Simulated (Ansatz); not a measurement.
Input file:

```
crystal:
  lattice:
    - [2.9559960808, 0.0, 0.0]
    - [0.0, 2.9559960808, 0.0]
    - [0.0, 0.0, 2.9559960808]
  atoms:
    - { symbol: Al, position: [0.0, 0.0, 0.0] }
    - { symbol: Cu, position: [0.5, 0.5, 0.5] }
basis:
  ecutwfc: 520.0
kpoints:
  mp_grid: { grid: [16, 16, 16] }
hamiltonian:
  xc: pbesol
  pseudopotentials: { kind: paw, azcp: { folder: soft_1 } }
scf:
  occupations: { method: gaussian, width: 0.15 }
output:
  forces: true
  stress: true
  eigenvalues: true
  write_density: true
  write_potential: true
  elf: true
  volumetric_format: npy
```

Command:

```sh
ansatz run input.yaml --threads 1 --pin off --max-ram 2048MiB --backend cpu --events-out ev --progress --plain --runs-dir out
```

Below, planes, directions and counts refer to the conventional cell (a = 2.96 Å, b = 2.96 Å, c = 2.96 Å, α = 90.00°, β = 90.00°, γ = 90.00°).

Space group Pm-3m; a structure from a database of computed crystals, not necessarily the ambient phase; computed without spin polarisation; PAW files of the earlier set (soft_1).

The calculation used Ansatz, DFT PBEsol, scalar-relativistic, plane waves, PAW.

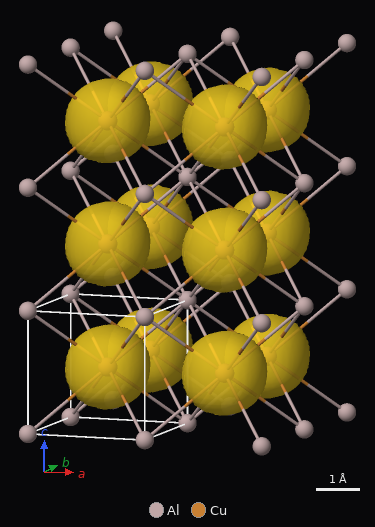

AlCu. Isosurface of the valence pseudo-density at 0.4 e/Å³ (yellow), seen slightly off an axis. Sticks mark near contacts.

In a PAW calculation such maps are meaningful between the atoms, not at the nuclei.

What does this surface tell about the bonding?

Answer. At this value the density breaks into separate islands; it holds about 80 % of the electrons treated as valence (semicore included). It bridges none of the near contacts. It is pinched off along the shortest Al–Cu (2.56 Å) contacts. On the grid the lowest density along these lines, outside the cores, is 0.23 e/Å³ (Al–Cu, 2.56 Å).

Metal or insulator at this level of theory?

Answer. It is metallic or semimetallic at this level of theory: no gap opens.
